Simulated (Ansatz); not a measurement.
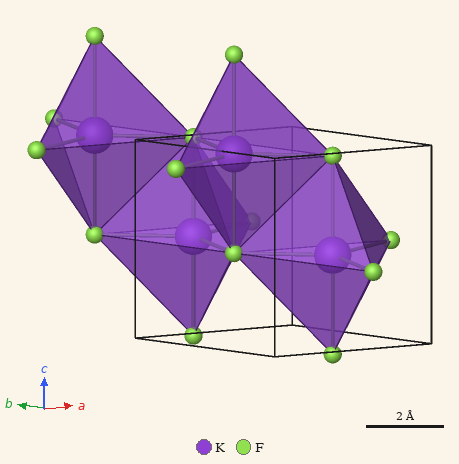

Reference structure: solid KF (built on the wurtzite type) at its r2SCAN-relaxed geometry. Style: polyhedral. Shown: the cell of the calculation, repeated 1 × 2 × 1 with one cell outlined, from a free direction.

Method: DFT, HSE06, plane waves, PAW in Ansatz. Settings: plane-wave cutoff 420 eV; k-point mesh 6 × 6 × 4; occupations fixed; no spin polarisation.

Change: The cell is strained by +1.2 % along c and −3.0 % across it (volume −4.8 %). The atoms and the free axis were relaxed with r2SCAN under that strain, and this is a single point on that geometry.

The input:
```yaml
crystal:
  lattice:
    - [4.3504521506, 0.0, 0.0]
    - [-2.1752260753, 3.7676020804, 0.0]
    - [0.0, 0.0, 5.3325079667]
  atoms:
    - { symbol: K, position: [0.3333333333, 0.6666666667, -0.0625] }
    - { symbol: K, position: [0.6666666667, 0.3333333333, 0.4375] }
    - { symbol: F, position: [0.3333333333, 0.6666666667, 0.4375] }
    - { symbol: F, position: [0.6666666667, 0.3333333333, 0.9375] }
kpoints:
  mp_grid: { grid: [6, 6, 4] }
  band_path:
    path:
      - [0.0, 0.0, 0.0]
      - [0.5, 0.0, 0.0]
      - [0.3333333333, 0.3333333333, 0.0]
      - [0.0, 0.0, 0.5]
      - [0.5, 0.0, 0.5]
      - [0.3333333333, 0.3333333333, 0.5]
    npoints: 1
hamiltonian:
  xc: hse06
scf:
  occupations: { method: fixed }
  n_extra_bands: 5
output:
  forces: true
  stress: true
  eigenvalues: true
```

Command:
```bash
ansatz run input.yaml --threads 4 --pin off --max-ram 4608MiB --backend cpu --events-out ev --progress --plain --runs-dir out
```

Predict the response.

Answer. It costs 12.0 meV per atom. Pressure: 0.6 GPa before, 2.1 GPa after. The principal stresses (compression positive) are 0.9 GPa along c and 2.8 GPa across it. All forces vanish by symmetry. Near-neighbour distances before and after: F–K 2.589 → 2.512 Å, F–K 2.636 → 2.666 Å. The space group stays P6_3/mmc (No. 194).

The changed structure in the same view:

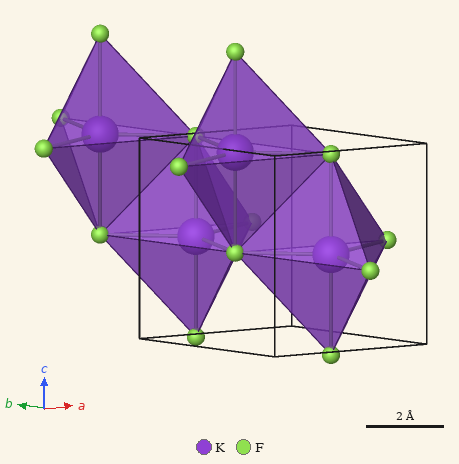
